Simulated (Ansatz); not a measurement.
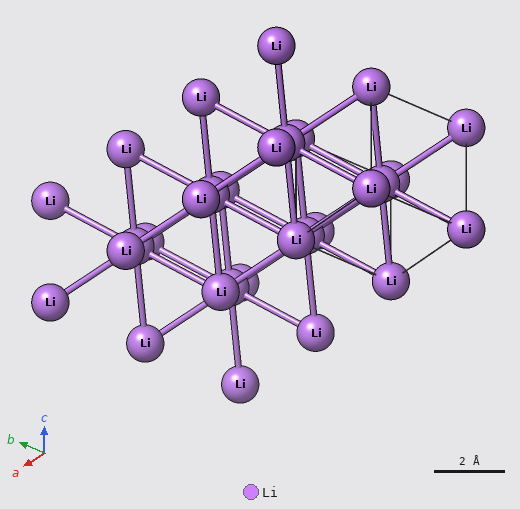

The starting point is a symmetric starting cell of Li. Style: ball-and-stick. Shown: the conventional cell (2 times the calculation's cell), repeated 3 × 2 × 1 with one cell outlined, from a free direction. Lengths and directions refer to the drawn axes.

Computed with DFT PBE, scalar-relativistic, plane waves, PAW in Ansatz 0.2.0. Settings: plane-wave cutoff 420 eV; k-point mesh 15 × 15 × 15; occupations gaussian; smearing width 0.1 eV; no spin polarisation.

Change: The cell is strained by −7.1 % along [1 1 1] and −1.1 % across it (volume −9.0 %), the atoms keeping their fractional coordinates. No relaxation follows. The starting cell wasn't computed here and needn't be at equilibrium, so pressure and forces aren't due to the change alone.

Q: What does the calculation give for the changed structure?

A: The pressure is 0.6 GPa (not all of it need come from the change, since the unchanged cell can be under pressure at this level too). The principal stresses (compression positive) are 1.7 GPa along [1 1 1] and none across it. All forces vanish by symmetry. Among the bonded contacts that change: Li–Li 3.031 → 2.817 to 2.979 Å. The space group (tolerance 0.01 Å) goes from Im-3m (No. 229) to R-3m (No. 166).

The changed structure in the same view:

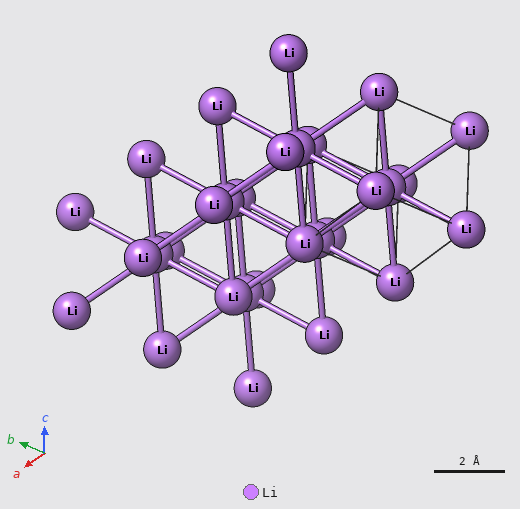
